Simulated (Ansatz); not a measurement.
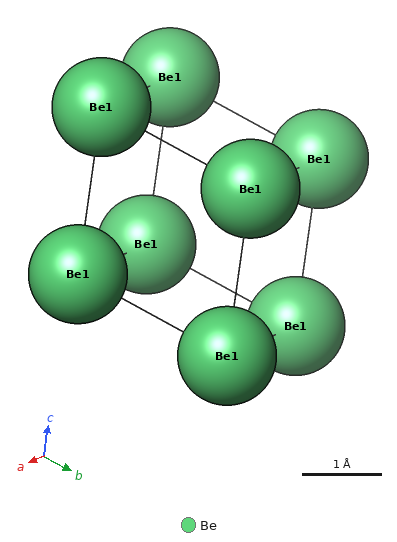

Figure 1. The structure (spheres-only view of the cell of the calculation, seen slightly off an axis; atoms are numbered from 1 in the order of the input).

Field-gradient calculation of Be

System: Be (1 atom in the cell).
Method: DFT, PBE, PAW with Ansatz's default frozen-core files, scalar-relativistic, no spin polarisation (Ansatz 0.2.0).

It belongs to a series of runs on one base structure; here: z stretched by +1.5 % at fixed volume, PAW files. Figures and captions count atoms from 1; the log counts them from 0 in places.

The program's output:
```
Engine: ansatz 0.2.0, x86_64-unknown-linux-gnu
Pseudopotentials: kind: paw
Pseudopotential: Be, paw, valence charge 2, recommended cutoff 420 eV (normal), Be.paw.azcp
Functional definition: PBE
  parameter kappa = 0.804
  parameter beta = 0.06672455060314922
  exchange = pbe_x(kappa = kappa, mu = beta*pi^2/3)
  correlation = pbe_c(beta = beta)
Crystal: 1 atoms, lattice volume = 7.817 Å³
Basis set: ecut = 420 eV, 141 PW (Γ), exchange–correlation on 30×30×30 points (8 copies of the dense FFT grid, shifted against one another)
Bands: 5, of which v1, the nominal top of the filled ones, is band 1 counted from 1 (0 counted from 0)
Symmetry: 16 space group operations
Space group: I4/mmm (ITA 139), of the structure as read, at distance tolerance 2.0e-5 Å
k-points: 641 of 8000
Non-local potential: Be, projectors of the file, l = 0: 2, l = 1: 2, l = 2: 1
PAW form: soft (Blöchl's): semilocal exchange-correlation on the pseudo side does not see the compensation charge
PAW one-centre angular grid: Be, 110 points (default); XC on 64 Gauss nodes
Initial density: superposition of atomic densities (neutral atoms: chi_scale 0, normalization atom), corrected by the library's trained network
Initial wavefunctions: pseudopotential atomic-orbital guess
Functional: x = pbe(κ = 0.804, μ = 0.2195149727645171), c = pbe(β = 0.06672455060314922)
SCF iter   1: F=—  HF=-92.663784 eV  |F-HF|=—  |Δ(HF+E_count)|=         —  Δρ=5.56e-4  dr2=9.00e-6  ethr=1.77e-3  ⟨swp⟩=4.6  Hψ=29836  notcnv=0
preconditioner: auto → none  [metal: Δε(μ)=0.032 eV  Ē_g=19.017 eV  σ=0.050 eV  W_gap=0.16  n_scr=0 (ndim 8)  ℏωp=18.8 eV  f_vac=0.000  D(μ)=0.14/eV (n_scr^D=0)]
SCF iter   2: F=—  HF=-92.663818 eV  |F-HF|=—  |Δ(HF+E_count)|=   3.38e-5  Δρ=2.82e-4  dr2=2.33e-6  ethr=4.50e-7  ⟨swp⟩=1.9  Hψ=8915  notcnv=0
iter 3 did not close the SCF: its close was put off for the readings that it lacked (scf_convergence_deferred on its scf_iter line)
SCF iter   3: F=-92.663803 eV  HF=-92.663803 eV  |F-HF|=7.58e-10  |Δ(HF+E_count)|=   1.48e-5  Δρ=7.18e-6  dr2=2.01e-9  ethr=1.17e-7  ⟨swp⟩=1.3  Hψ=3581  notcnv=0
iter 4 did not close the SCF: its close was put off for the readings that it lacked (scf_convergence_deferred on its scf_iter line)
SCF iter   4: F=-92.663803 eV  HF=-92.663803 eV  |F-HF|=4.52e-11  |Δ(HF+E_count)|=   3.78e-9  Δρ=2.32e-6  dr2=1.50e-10  ethr=1.01e-10  ⟨swp⟩=1.7  Hψ=3808  notcnv=0
iter 5 did not close the SCF: its close was put off for the readings that it lacked (scf_convergence_deferred on its scf_iter line)
SCF iter   5: F=-92.663803 eV  HF=-92.663803 eV  |F-HF|=6.82e-13  |Δ(HF+E_count)|=  5.16e-11  Δρ=1.98e-7  dr2=1.11e-12  ethr=7.52e-12  ⟨swp⟩=2.0  Hψ=4010  notcnv=0
SCF iter   6: F=-92.663803 eV  HF=-92.663803 eV  |F-HF|=1.42e-14  |Δ(HF+E_count)|=  6.82e-13  Δρ=2.71e-8  dr2=1.91e-14  ethr=1.00e-12  ⟨swp⟩=2.9  Hψ=9091  notcnv=0
SCF 1 converged in 6 iterations: F = -92.663803 eV  dr2 = 1.91e-14
  greatest PAW one-centre occupation: 0.350 electrons in one spin orbital (limit 2), on the Be atom at site 0 (counted from 0), in its partial waves of l = 0
```

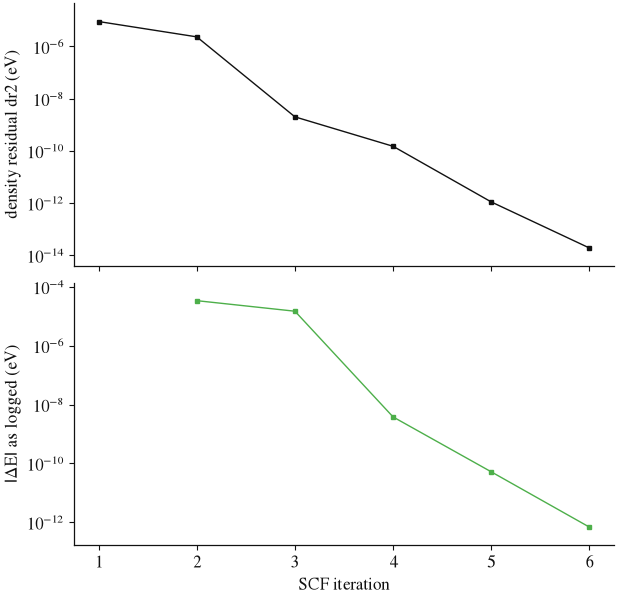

Figure 2. Convergence of the self-consistent field: density residual dr2 and size of the energy change against the SCF iteration. The residual falls at every step.

```
SCF converged after 6 iterations
Free energy (F): -92.663803 eV
Harris-Foulkes:  -92.663803 eV  (|F-HF|=1.42e-14)
Internal energy: -92.662670 eV  (E = F + TS)
E sigma→0 (E₀):  -92.663237 eV
Entropy (-TS):   -0.001133 eV (-1.133 meV/atom)
Fermi energy:    9.099187 eV
--- Per-component energies (eV) ---
  E_band       = 6.379220
  E_kinetic    = 21.290767
  E_local      = 3.025366  (includes V_loc(G=0)·N_el)
  E_nonlocal   = 4.310527
  E_hartree    = 0.020025
  E_xc         = -19.839493
  E_vxc        = -20.880055  (∫ρ·V_xc dr)
  E_paw        = -59.555151  (= ΣΔE_a)
  E_vpaw       = -1.407434  (= ΣTr[D̂ρ^β])
  E_aug_tail   = -0.000001  (compensation charges beyond the density's cutoff)
  E_ewald      = -41.914711
  E_smearing   = -0.001133  (= −TS)
  E_closure    = 0.000000  (closes the sum)
  Σ components = -92.663803   (vs F -92.663803, Δ=0.00e0)
--- Forces (eV/Å), atoms counted from 1 ---
  atom   1  Be     0.00000000    -0.00000000    -0.00000000
  max |Σ_I F_I| component: 6.16e-33 eV/Å
--- Stress (GPa, compression-positive) ---
        0.942673      -0.000000      -0.000000
       -0.000000       0.942673       0.000000
       -0.000000      -0.000000      -1.853025
  P = ⅓ Tr σ = 0.0108 GPa (0.108 kbar)
--- PAW observables at the nuclei: V_zz in 10²¹ V/m², potentials from the cell's mean, atoms counted from 1 ---
  atom   1  Be V_zz =    +0.033235   η = 0.0000   by run symmetry: allowed
            electrostatic potential = -242.625396 V   contact ρ = 238.366745 e/Å³
--- Band table (eV; the first three rows and the last of 641) ---
  k-point 0: bands = ["-3.1795", "28.4342", "28.5970", "28.5970", "39.5758"]
  k-point 1: bands = ["-3.0903", "28.0541", "28.2212", "28.4651", "38.4280"]
  k-point 2: bands = ["-2.8226", "27.0158", "27.1131", "28.0857", "36.6034"]
  k-point 640: bands = ["12.5011", "13.3739", "13.3739", "18.6374", "19.2134"]
```

File rho_z.tsv:
```
# z_ang	rho[e/angstrom^3]
# format = ansatz-planar-average/11
# lattice	-1.240962700	1.240962700	1.268988807
# lattice	1.240962700	-1.240962700	1.268988807
# lattice	1.240962700	1.240962700	-1.268988807
# sites	1
# site	4	0.000000000	0.000000000	0.000000000
0.000000	2.431567e-1
0.144381	2.450361e-1
0.288762	2.497713e-1
0.433142	2.552748e-1
0.577523	2.596155e-1
0.721904	2.619990e-1
0.866285	2.627876e-1
1.010666	2.628536e-1
1.155047	2.628536e-1
1.299427	2.627876e-1
1.443808	2.619990e-1
1.588189	2.596155e-1
1.732570	2.552748e-1
1.876951	2.497713e-1
2.021331	2.450361e-1
```

File v_z.tsv:
```
# z_ang	v_es[eV]	v_tot[eV]
# format = ansatz-planar-average/11
# xc	pbe
# density_cutoff_ev	1680
# datasets	Be=:simpson_from_first_knot:soft
# lattice	-1.240962700	1.240962700	1.268988807
# lattice	1.240962700	-1.240962700	1.268988807
# lattice	1.240962700	1.240962700	-1.268988807
# sites	1
# site	4	0.000000000	0.000000000	0.000000000
0.000000	-5.124045e0	-1.642959e1
0.144381	-4.570001e0	-1.581114e1
0.288762	-3.048242e0	-1.407396e1
0.433142	-8.947939e-1	-1.161383e1
0.577523	1.519287e0	-9.001569e0
0.721904	3.765491e0	-6.748349e0
0.866285	5.343833e0	-5.207537e0
1.010666	6.012105e0	-4.524365e0
1.155047	6.012105e0	-4.524365e0
1.299427	5.343833e0	-5.207537e0
1.443808	3.765491e0	-6.748349e0
1.588189	1.519287e0	-9.001569e0
1.732570	-8.947939e-1	-1.161383e1
1.876951	-3.048242e0	-1.407396e1
2.021331	-4.570001e0	-1.581114e1
```

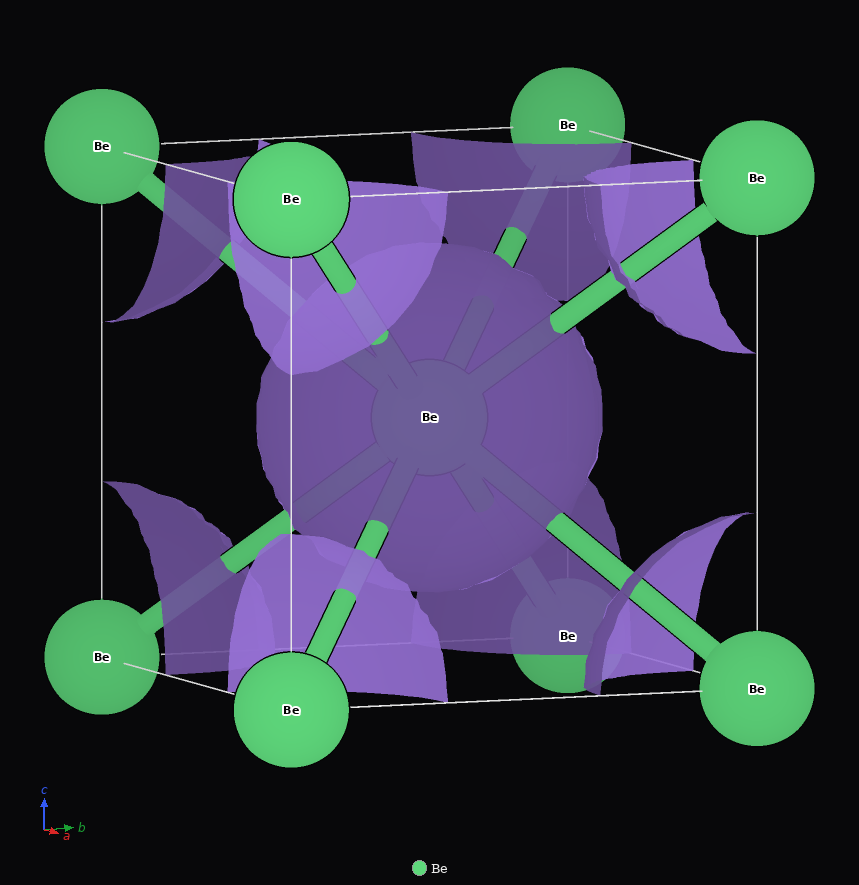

Figure 3. Isosurface of the electron localisation function at 0.5 (purple), seen slightly off an axis. Only the valence region is drawn (cores and ρ < 0.01 e/Å³ removed). Sticks mark near contacts. The outline is the cell set on symmetry axes. The ELF exceeds this value in one network that runs through the whole crystal, counted in one cell of 2 atoms.  Values along the shortest contacts: Be–Be (2.17 Å): the ELF is about 0.60 at the midpoint (nearly free electrons, as in a simple metal). Core electrons are frozen (PAW), so the fields are smoothed inside the atomic spheres.

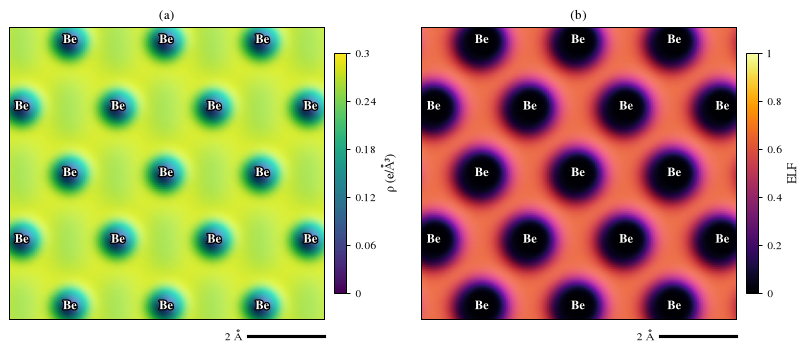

Figure 4. (a) valence pseudo-density; (b) ELF on the (11̄0) plane of the conventional cell. The plane passes through Be nuclei. Be–Be (2.17 Å): ρ is about 0.27 e/Å³ halfway; the ELF is about 0.60 at the midpoint (metallic bonding. Away from the nuclei the density in this plane falls to 0.25 e/Å³ at its lowest. The ELF has a maximum of about 0.60 in the space between the atoms.

This output came from the following input.

Input file:
```yaml
crystal:
  lattice:
    - [-1.2409627004, 1.2409627004, 1.268988807]
    - [1.2409627004, -1.2409627004, 1.268988807]
    - [1.2409627004, 1.2409627004, -1.268988807]
  atoms:
    - { symbol: Be, position: [0.0, 0.0, 0.0] }
kpoints:
  mp_grid: { grid: [20, 20, 20] }
scf:
  occupations: { method: fermi_dirac, width: 0.05 }
hamiltonian:
  xc: pbe
  pseudopotentials: { kind: paw }
output:
  forces: true
  stress: true
  eigenvalues: true
  efg: { contact_densities: true }
  write_density: true
  write_potential: true
  elf: true
  volumetric_format: npy
```

Launch command:
```bash
ansatz run input.yaml --threads 1 --pin off --max-ram 2048MiB --backend cpu --events-out ev --progress --plain --runs-dir out
```

Summary:

```csv
quantity,value
outcome,converged
space group (tolerance 0.01 Å),I4/mmm (139)
electrons treated,2
free energy,−92.6638 eV
Fermi energy,9.099 eV
pressure,0.01 GPa
field gradient V_zz (10²¹ V/m²),Be 0.0332
largest force (length of the vector),under 0.001 eV/Å
hardware,"1 thread of AMD EPYC (Zen 5), 16 GiB of memory available, shared host"
wall time,1.4 s
peak memory,0.38 GiB
```
